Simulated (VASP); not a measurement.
Sn (2 atoms in the cell), run with VASP.

INCAR
```
ENCUT = 520.000000
SIGMA = 0.020000
EDIFF = 1.00e-07
ALGO = Normal
METAGGA = R2SCAN
PREC = Accurate
IBRION = -1
ISIF = 2
ISMEAR = -1
NBANDS = 21
NSW = 0
LASPH = .TRUE.
LCHARG = .FALSE.
LWAVE = .FALSE.
LREAL = .FALSE.
NELM = 76
LDAU = .TRUE.
LDAUTYPE = 2
LDAUL = 2 2
LDAUU = 4 4
```

KPOINTS
```
KPOINTS created by Atomic Simulation Environment
0
Gamma
6 6 6
0 0 0
```

POSCAR
```
Sn
 1.0000000000000000
     0.0000000000000000    3.2844597813481733    3.2844597813481733
     3.2844597813481733   -0.0000000000000000    3.2844597813481733
     3.2844597813481733    3.2844597813481733   -0.0000000000000000
 Sn
   2
Cartesian
 -0.0000000000000000 -0.0000000000000000 -0.0000000000000000
  1.6422298906740866  1.6422298906740866  1.6422298906740866
```

**How does the iteration go?**

Converged, in 15 steps. The energy change comes down, with one marked jump up, by a factor of about 100, at step 6. The jump at step 6 comes where the charge density, held fixed for the first 5 steps, starts to be updated. The input holds a fault (wrong count of Hubbard values). The SCF closed all the same, which doesn't make the results meaningful for the real system.

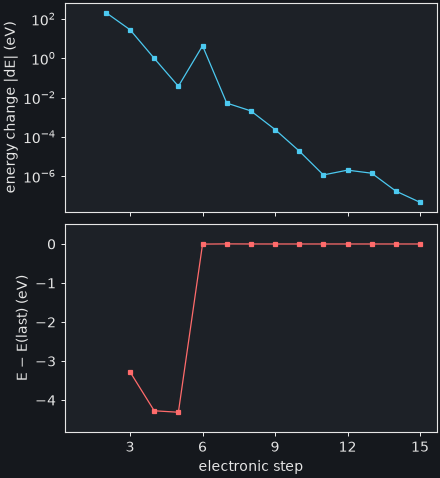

Electronic steps of a calculation: energy change |dE|, free energy less its last value. The first two energies lie far off the scale and aren't drawn.
